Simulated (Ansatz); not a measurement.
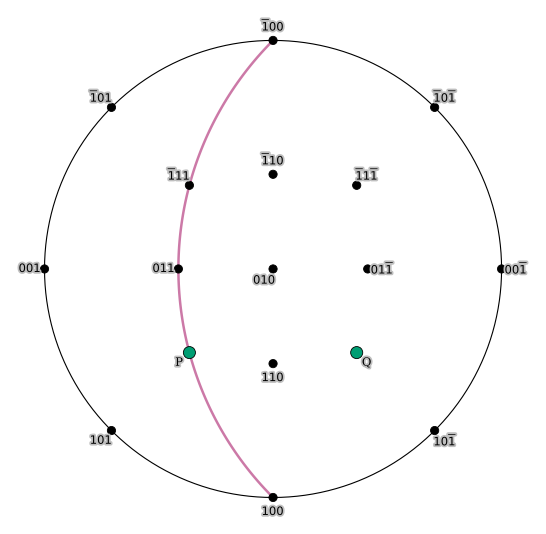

Crystal: Ni, the input geometry of an electronic-structure calculation (not necessarily at equilibrium); the starting structure was generated, so it need not be a known form of this composition. Stereographic projection of plane normals (upper hemisphere) centred on (0 1 0). Geometry calculated from the standardised cell; symmetry tolerance 0.002 Å.

a = 2.820 Å, b = 2.820 Å, c = 2.820 Å, α = 90.00°, β = 90.00°, γ = 90.00°.

> Index the poles marked P, Q.

P is (1 1 1), 54.7° from the centre; Q is (1 1 −1), 54.7° from the centre.

> Which zone does the coloured great circle trace?

The zone [0 1 −1]: its poles satisfy k − l = 0.

> What is the angle between the normals of (0 0 −1) and (0 1 0), and what are their d_hkl = 1/|g|?

90.0°; d = 2.820 Å and 2.820 Å.
